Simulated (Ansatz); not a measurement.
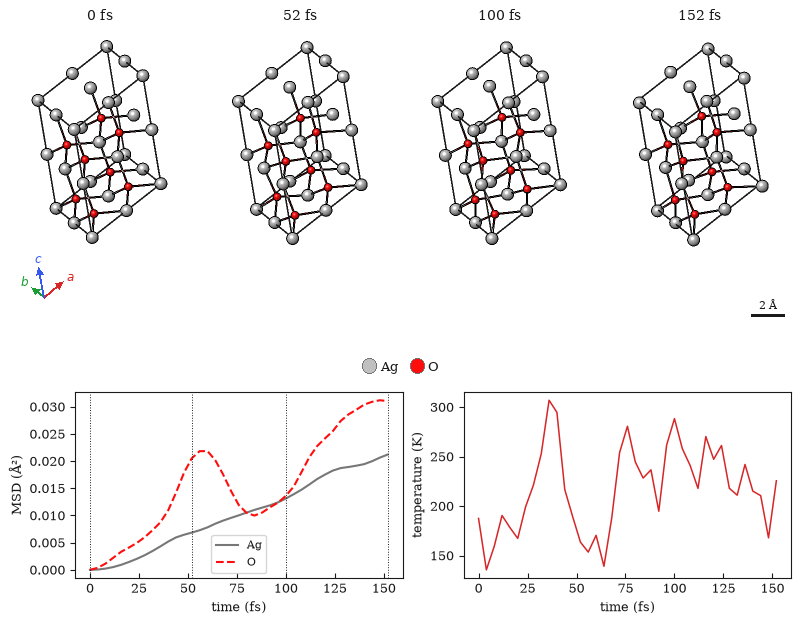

A Born-Oppenheimer molecular dynamics run of a 16-atom cell of AgO (set up in F-43m), 152 fs long. Frames and the history of the run. The picture is a ball-and-stick view of the reduced simulation cell, seen slightly off an axis. Bonds to atoms that aren't drawn are left out. Lengths and directions refer to the drawn axes.

All numbers below come from DFT PBEsol, scalar-relativistic, plane waves, PAW in Ansatz 0.2.0. Settings: plane-wave cutoff 420 eV; k-point mesh 2 × 2 × 2; Fermi-Dirac smearing 0.05 eV; Langevin thermostat (NVT); set temperature 200 K; time step 4 fs; friction 0.05 per fs.

Input
```yaml
crystal:
  lattice:
    - [4.816, -4.816, 0.0]
    - [4.816, 0.0, 4.816]
    - [0.0, -4.816, 4.816]
  atoms:
    - { symbol: Ag, position: [0.5, 0.0, 0.0] }
    - { symbol: Ag, position: [0.5, 0.0, 0.5] }
    - { symbol: Ag, position: [0.5, 0.5, 0.0] }
    - { symbol: Ag, position: [0.5, 0.5, 0.5] }
    - { symbol: Ag, position: [0.0, 0.0, 0.0] }
    - { symbol: Ag, position: [0.0, 0.0, 0.5] }
    - { symbol: Ag, position: [0.0, 0.5, 0.0] }
    - { symbol: Ag, position: [0.0, 0.5, 0.5] }
    - { symbol: O, position: [0.125, 0.125, 0.625] }
    - { symbol: O, position: [0.125, 0.125, 0.125] }
    - { symbol: O, position: [0.125, 0.625, 0.625] }
    - { symbol: O, position: [0.125, 0.625, 0.125] }
    - { symbol: O, position: [0.625, 0.125, 0.625] }
    - { symbol: O, position: [0.625, 0.125, 0.125] }
    - { symbol: O, position: [0.625, 0.625, 0.625] }
    - { symbol: O, position: [0.625, 0.625, 0.125] }
basis:
  ecutwfc: 420
kpoints:
  mp_grid: { grid: [2, 2, 2], shift: [0.5, 0.5, 0.5] }
hamiltonian:
  xc: pbesol
scf:
  occupations: { method: fermi_dirac, width: 0.05 }
  lower_state_search: "off"
  convergence: { dr2_threshold: 1.0e-07 }
output:
  forces: true
  stress: true
md:
  timestep: 4.0
  n_steps: 38
  ensemble: nvt_langevin
  temperature: 200.0
  initial_velocities: maxwell_boltzmann
  seed: 75364
  friction: 0.05
```

Command:
```bash
ansatz run input.yaml --threads 4 --pin off --max-ram 5120MiB --backend cpu --events-out ev --progress --plain --runs-dir out
```

What do the frames and curves show?

Over the second half the temperature averages 236 K (spread ±29 K). The potential energy is still drifting at the end, so the run hasn't reached equilibrium. The potential energy in the second half lies on average 10.5 meV per atom above the first frame. The mean pressure there is 10.9 GPa. Root-mean-square distances from the starting positions over the second half, with the common drift of all atoms taken out: O 0.14 Å, Ag 0.13 Å. The run lasts only 152 fs, too short to tell vibration from diffusion. The time step of 4 fs is long for the fastest vibrations here (lightest element oxygen).

Limits of the set-up: the k-point mesh is coarse for a cell with partly filled bands.

Cost: 4 min on 4 threads of Arm Neoverse N1, on a shared host, peak memory 0.93 GiB.
